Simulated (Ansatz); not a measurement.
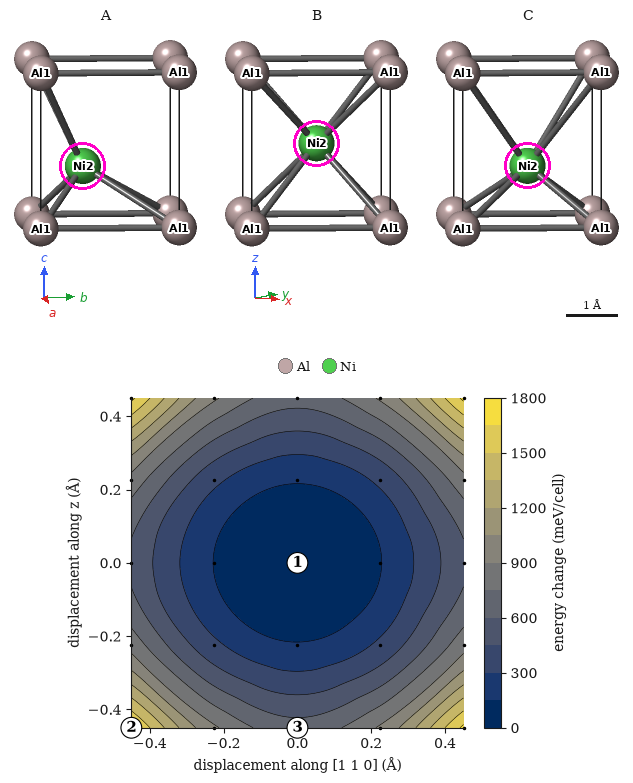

Energy scan for solid AlNi (Cmmm), in which Ni2 (one in each cell of 2 atoms) is moved over the plane of the Cartesian directions [1 1 0] and z, all else fixed. The map is interpolated between the computed points (dots). The frames are shuffled; each belongs to one numbered point. A ball-and-stick model of the cell of the calculation, seen nearly along the normal of the scanned plane. The ringed atoms are those of the scanned coordinates.

Theory: DFT PBEsol, scalar-relativistic, plane waves, PAW (Ansatz 0.2.0). Settings: plane-wave cutoff 420 eV; k-point mesh 18 × 18 × 16; occupations gaussian; smearing width 0.15 eV; no spin polarisation. Energies (free energies at the smearing named) are counted from the cell as listed in its source, which wasn't relaxed.

### Which frame belongs to which numbered point?

Point 1 is frame B, at (0.000, 0.000) and 0 meV/cell; 2 is frame A, at (−0.450, −0.450) and 1684 meV/cell; 3 is frame C, at (0.000, −0.450) and 663 meV/cell. In pairs of (displacement along [1 1 0] (Å); displacement along z (Å)): the lowest computed point lies at (0.000, 0.000) (0 meV/cell), the highest at (−0.450, −0.450), (0.450, 0.450), (0.450, −0.450), (−0.450, 0.450) (1684 meV/cell).  Over the ranges scanned the energy rises by about as much along both axes.
